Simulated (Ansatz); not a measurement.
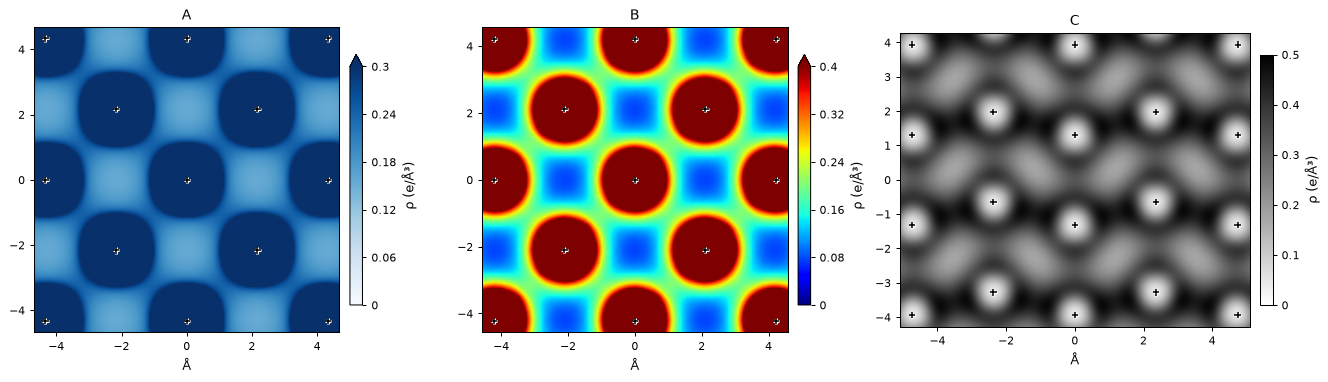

The valence pseudo-density of 3 systems, each on a plane through atoms (crosses mark nuclei in the plane).

Computed with DFT, PBE, plane waves (420 eV) with PAW, scalar-relativistic (Ansatz 0.2.0).

System 1: Ge, the (100) plane of the conventional cell. Space group Fm-3m; set up as Ge, fcc; a generated structure, not necessarily the stable one; changed on purpose from its base cell (volume × 0.96); computed pressure about 3 GPa in this cell.

```
Ge
1.0
     4.21922    0.00000    0.00000
     0.00000    4.21922    0.00000
     0.00000    0.00000    4.21922
Ge
4
Direct
  0.00000 0.00000 0.00000
  0.50000 0.50000 0.00000
  0.50000 0.00000 0.50000
  0.00000 0.50000 0.50000
```

System 2: Si, the (100) plane of the conventional cell. Space group I4₁/amd; set up as Si, beta-Sn type; a generated structure, not necessarily the stable one; changed on purpose from its base cell (volume × 0.96); computed pressure about 5 GPa in this cell.

```cif
data_structure
_symmetry_space_group_name_H-M 'P 1'
_symmetry_Int_Tables_number 1
_cell_length_a 4.7415
_cell_length_b 4.7415
_cell_length_c 2.6239
_cell_angle_alpha 89.951
_cell_angle_beta 89.951
_cell_angle_gamma 89.987
_cell_volume 58.99
loop_
_atom_site_label
_atom_site_type_symbol
_atom_site_fract_x
_atom_site_fract_y
_atom_site_fract_z
_atom_site_occupancy
Si1 Si 0.00004 0.00000 0.99998 1
Si2 Si 0.50004 0.50000 0.49998 1
Si3 Si 0.00000 0.50004 0.24998 1
Si4 Si 0.50000 0.00004 0.74998 1
```

System 3: Ta, the (001) plane of the conventional cell. Space group Fm-3m; set up as Ta, fcc; a generated structure, not necessarily the stable one; changed on purpose from its base cell (volume × 1.08); computed pressure about −13 GPa in this cell; computed without spin polarisation.

```yaml
crystal:
  lattice:
    - [4.33274, 0.00000, 0.00000]
    - [0.00000, 4.33274, 0.00000]
    - [0.00000, 0.00000, 4.33274]
  atoms:
    - { symbol: Ta, position: [0.00000, 0.00000, 0.00000] }
    - { symbol: Ta, position: [0.50000, 0.50000, 0.00000] }
    - { symbol: Ta, position: [0.50000, 0.00000, 0.50000] }
    - { symbol: Ta, position: [0.00000, 0.50000, 0.50000] }
```

Match each panel to its system.

Answer. Panel A is system 3, Ta: the plane holds Ta. Ta–Ta (3.06 Å): the density is about 0.24 e/Å³ at the midpoint. Panel B is system 1, Ge: the plane holds Ge. Ge–Ge (2.98 Å): ρ at the midpoint is about 0.2 e/Å³. Panel C is system 2, Si: the plane holds Si. Si–Si (2.46 Å): ρ is about 0.45 e/Å³ halfway.
